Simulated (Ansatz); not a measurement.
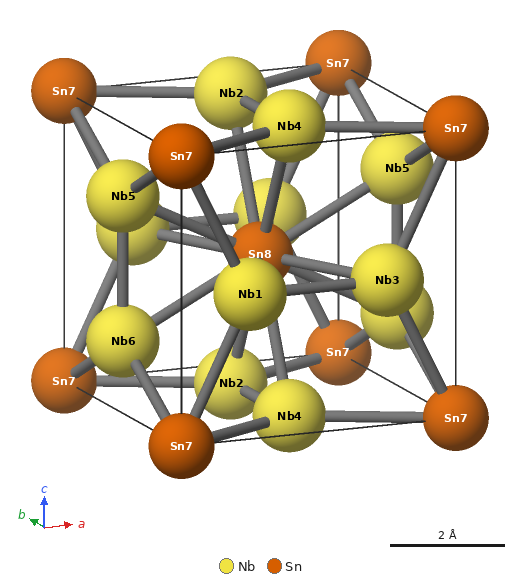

The starting point is a crystal of Nb3Sn (set up in Pm-3n). Style: ball-and-stick. Shown: the cell of the calculation, slightly off an axis.

Theory: DFT PBEsol, scalar-relativistic, plane waves, PAW (Ansatz). Settings: plane-wave cutoff 420 eV; k-point mesh 8 × 8 × 8; occupations gaussian; smearing width 0.1 eV; no spin polarisation.

Now this is done to it. All lengths are scaled by −3.1 % (volume −9.0 %), the atoms keeping their fractional coordinates. No relaxation follows.

The input:
```yaml
crystal:
  lattice:
    - [5.0958297982, 0.0, 0.0]
    - [0.0, 5.0958297982, 0.0]
    - [0.0, 0.0, 5.0958297982]
  atoms:
    - { symbol: Nb, position: [0.25, 0.0, 0.5] }
    - { symbol: Nb, position: [0.5, 0.75, 0.0] }
    - { symbol: Nb, position: [0.75, 0.0, 0.5] }
    - { symbol: Nb, position: [0.5, 0.25, 0.0] }
    - { symbol: Nb, position: [0.0, 0.5, 0.75] }
    - { symbol: Nb, position: [0.0, 0.5, 0.25] }
    - { symbol: Sn, position: [0.0, 0.0, 0.0] }
    - { symbol: Sn, position: [0.5, 0.5, 0.5] }
basis:
  ecutwfc: 420
kpoints:
  mp_grid: { grid: [8, 8, 8] }
hamiltonian:
  xc: pbesol
scf:
  occupations: { method: gaussian, width: 0.1 }
output:
  forces: true
  stress: true
  eigenvalues: true
```

Launched with:
```bash
ansatz run input.yaml --threads 2 --pin off --max-ram 5120MiB --backend cpu --events-out ev --progress --plain --runs-dir out
```

What does the calculation give for the changed structure?

Answer. The energy rises by 94.7 meV per atom. The pressure goes from 0.0 to 20.2 GPa. All forces vanish by symmetry. It is metallic before and after. Some distances before and after: Nb–Sn 2.940 → 2.849 Å, Nb–Nb 2.629 → 2.548 Å. The space group stays Pm-3n (No. 223).

Drawn alike, the variant:

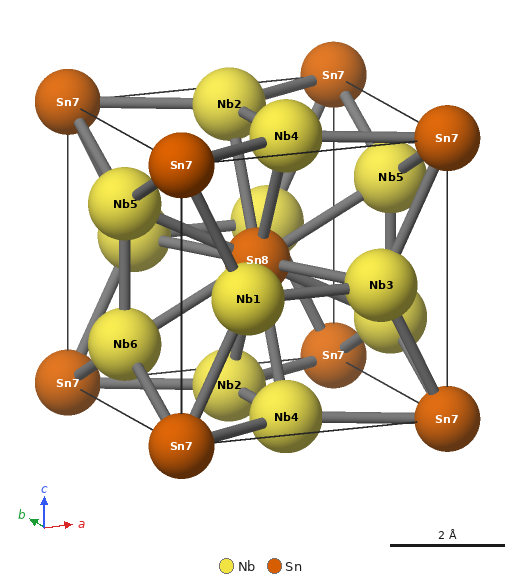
